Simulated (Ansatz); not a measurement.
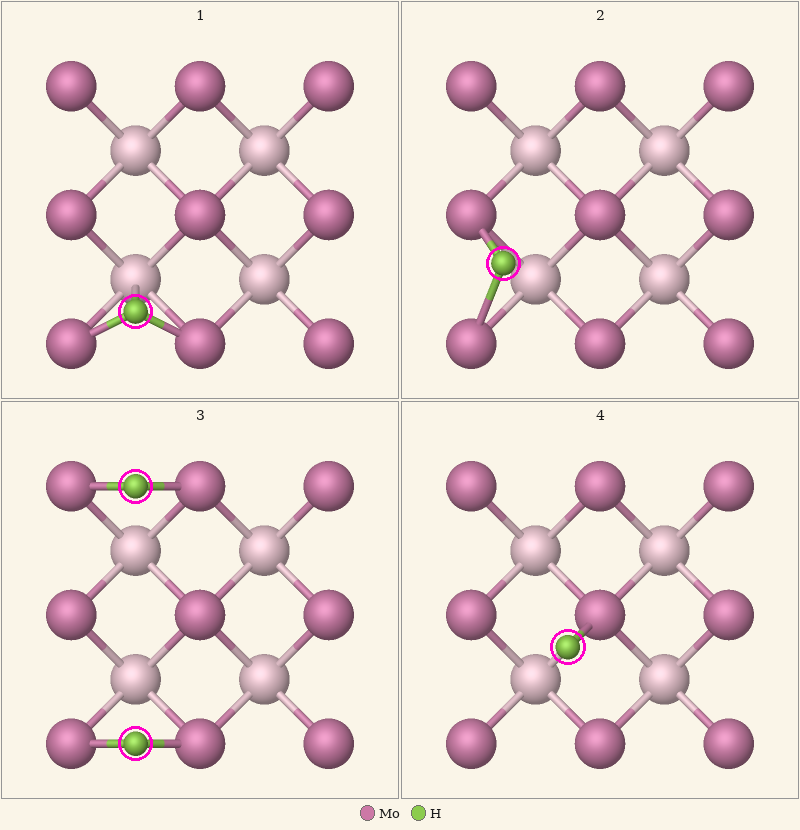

H on a Mo(100) slab cut from the Im-3m phase, its upper half relaxed before the scan (16 atoms of substrate and one adsorbate in a 2 × 2 cell). 
- H is moved over the surface cell; relaxed at each place: the height of the adsorbate's atoms; substrate rigid; the origin of the map has the adsorbate above Mo13.
- Places are given modulo a cell vector. The map is drawn in real space over the plane of the surface.
- The grid has 8 × 8 points; 15 points were computed and 49 follow by symmetry.
- Places are given in fractions of the 1 × 1 surface cell.
- Energies: eV, counted from the lowest grid point.
- These are results of DFT PBE, scalar-relativistic, plane waves, PAW (Ansatz), not measurements. Settings: cutoff 420 eV, k-mesh 4×4×1, gaussian smearing 0.1 eV, no spin polarisation.

The numbered pictures are structures from this grid. Rings mark the moved atoms.

> Rank them by energy, lowest first.

3, at a bridge site between two Mo atoms, (4/8, 0/8) of the cell vectors: 0.00 eV; 1, at (4/8, 2/8) of the cell vectors [nearest 2 Mo at 1.91 Å]: 0.08 eV; 2, at (2/8, 5/8) of the cell vectors [nearest 1 Mo at 1.79 Å]: 0.33 eV; 4, at (6/8, 6/8) of the cell vectors [nearest 1 Mo at 1.79 Å]: 0.51 eV.

The map, with the structures marked:

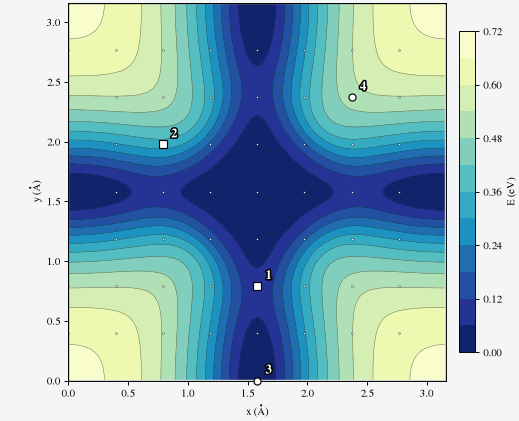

Drawn: filled contours, dots at the grid points, the outline of one cell of the plane. Between grid points the surface is interpolated.

PAW datasets: the set soft_1.
